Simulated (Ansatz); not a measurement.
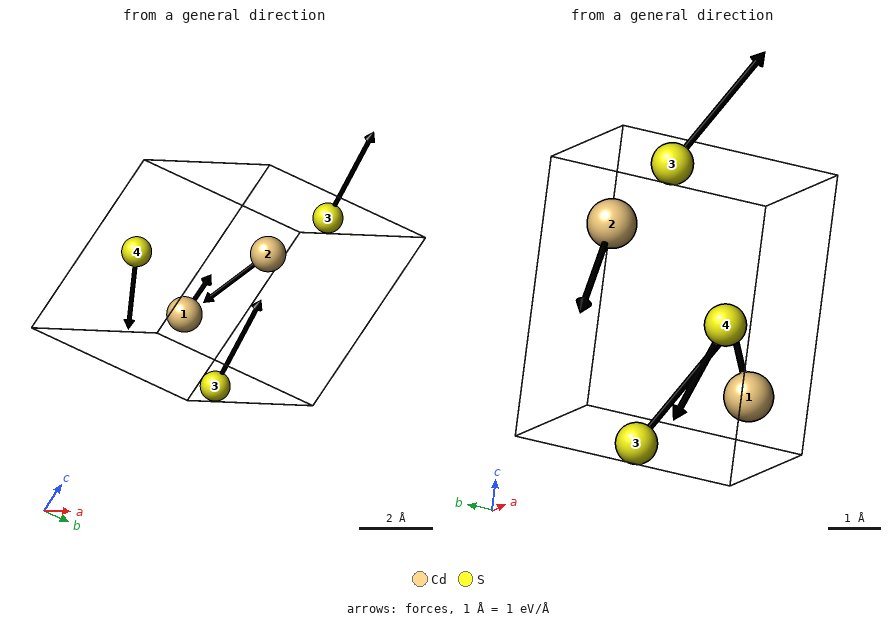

The crystal in a spheres-only representation, seen from two general directions. The frame is the simulation cell; atoms at its boundary are shown with their periodic copies. The arrows are the computed forces on the atoms.

System: CdS. The calculation used DFT PBE+D3(BJ), scalar-relativistic, plane waves, PAW in Ansatz, with 420 eV cutoff, an 8×8×8 mesh of k-points, Gaussian smearing of 0.05 eV, no spin polarisation.

Question: Has this structure been optimised to equilibrium?

Answer: No. The atoms still feel forces of up to about 2.5 eV/Å, far above a usual threshold of 0.01 to 0.03 eV/Å.

Question: Where does the largest force act?

Answer: S3, about 2.5 eV/Å.

Question: How big are the forces on each element on average?

Answer: Mean magnitudes: about Cd 1.4 eV/Å, S 2.2 eV/Å.

The initial geometry was a structure listed in the Materials Project. The cell was then strained or its atoms displaced on purpose. It was run through Ansatz as a DFT input.
